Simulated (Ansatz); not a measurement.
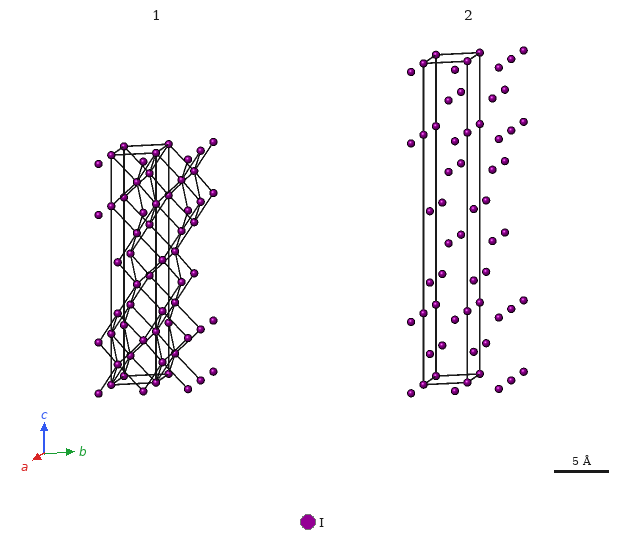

Two geometries of a crystal of I (built on the samarium (9R)_166 type), drawn at one scale. One is the start of a relaxation, the other its converged end. Style: ball-and-stick. Shown: the conventional cell (3 times the calculation's cell), repeated 2 × 2 × 1 with one cell outlined, slightly off an axis. Lengths and directions refer to the drawn axes.

Method: Ansatz, DFT r2SCAN, scalar-relativistic, plane waves, PAW. Set-up: plane-wave cutoff 500 eV; k-point mesh 12 × 12 × 12; occupations gaussian; smearing width 0.1 eV; no spin polarisation; cell and atoms relaxed; force threshold 0.01 eV/Å; at most 80 steps.

Question: Which geometry has the lower energy?

Answer: Structure 1 is the relaxed one. Case: samarium (9R) type (R-3m, No. 166). No atom moves by more than 0.005 Å relative to the cell. The volume changes by −25.7 %, with a = b 4.210 → 4.291 Å (+1.9 %), c 30.522 → 21.821 Å (−28.5 %). Some distances before and after: I–I 4.173 → 3.464 Å. The space group stays R-3m (No. 166). Over 9 accepted moves (11 points after the start) the energy falls by 391 meV per atom. The largest force component goes from 0.031 to 0.00073 eV/Å. Pressure: −3.25 GPa at the start and −0.01 GPa at the end. The line search rejected the trial step at point 7 of the run. At 1 point the geometry stayed and the basis and grid were re-selected for the new cell (energy shift of 0.7 meV per atom at most each time). The run took roughly 22 core-minutes on a shared host.

Limits of the set-up: an odd number of electrons was run without spin polarisation, which fails if the electron would localise.
